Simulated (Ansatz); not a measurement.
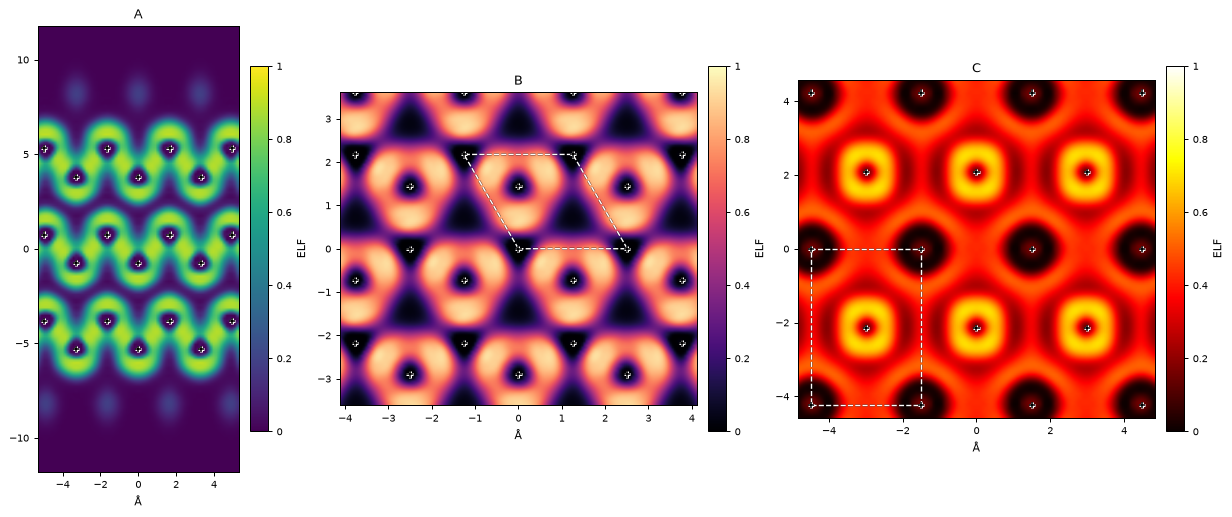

The electron localisation function of 3 systems, each on a plane through atoms (crosses mark nuclei in the plane).

Level of theory: DFT PBE, scalar-relativistic, plane waves, PAW (Ansatz).

System 1: AlRu, the (101) plane of the conventional cell. Space group P4mm; changed on purpose from its base cell (all Al atoms moved +0.037 Å, as atom 1 towards its neighbour atom 1 (Al) at 2.992 A); computed pressure about 3 GPa in this cell; computed without spin polarisation.

```yaml
crystal:
  lattice:
    - [0.00000, 2.99160, 0.00000]
    - [0.00000, 0.00000, 2.99160]
    - [2.99160, 0.00000, 0.00000]
  atoms:
    - { symbol: Al, position: [0.00000, 0.00000, 0.98746] }
    - { symbol: Ru, position: [0.50000, 0.50000, 0.50000] }
```

System 2: P (slab), the (010) plane of the calculation cell, a cut from vacuum to vacuum. Not relaxed (largest force 1.3 eV/Å).

```cif
data_structure
_symmetry_space_group_name_H-M 'P 1'
_symmetry_Int_Tables_number 1
_cell_length_a 3.3104
_cell_length_b 5.8805
_cell_length_c 30.1657
_cell_angle_alpha 90.000
_cell_angle_beta 90.000
_cell_angle_gamma 106.348
_cell_volume 563.49
loop_
_atom_site_label
_atom_site_type_symbol
_atom_site_fract_x
_atom_site_fract_y
_atom_site_fract_z
_atom_site_occupancy
P1 P 0.59407 0.18814 0.24863 1
P2 P 0.09407 0.18814 0.29810 1
P3 P 0.90593 0.81186 0.32417 1
P4 P 0.40593 0.81186 0.37365 1
P5 P 0.59407 0.18814 0.39972 1
P6 P 0.09407 0.18814 0.44919 1
P7 P 0.90593 0.81186 0.47526 1
P8 P 0.40593 0.81186 0.52474 1
P9 P 0.59407 0.18814 0.55081 1
P10 P 0.09407 0.18814 0.60028 1
P11 P 0.90593 0.81186 0.62635 1
P12 P 0.40593 0.81186 0.67583 1
P13 P 0.59407 0.18814 0.70190 1
P14 P 0.09407 0.18814 0.75137 1
```

System 3: BN, the (001) plane of the conventional cell. Space group P6₃/mmc.

```xyz
4
Lattice="2.5122 0.0000 0.0000 -1.2561 2.1756 0.0000 0.0000 0.0000 8.3437" Properties=species:S:1:pos:R:3 pbc="T T T"
B     0.0000    1.4504    2.0859
B     1.2561    0.7252    6.2578
N     0.0000    1.4504    6.2578
N     1.2561    0.7252    2.0859
```

### Match each panel to its system.

Panel A is system 2, P: the plane holds P. P–P (2.23 Å): the ELF peaks at about 0.90 between the atoms. Panel B is system 3, BN: the plane holds B and N. B–N (1.45 Å): the ELF peaks at about 0.95 between the atoms: a shared but strongly polarised pair. Panel C is system 1, AlRu: the plane holds Al and Ru. Al–Ru (2.57 Å): the ELF is about 0.40 at the midpoint.
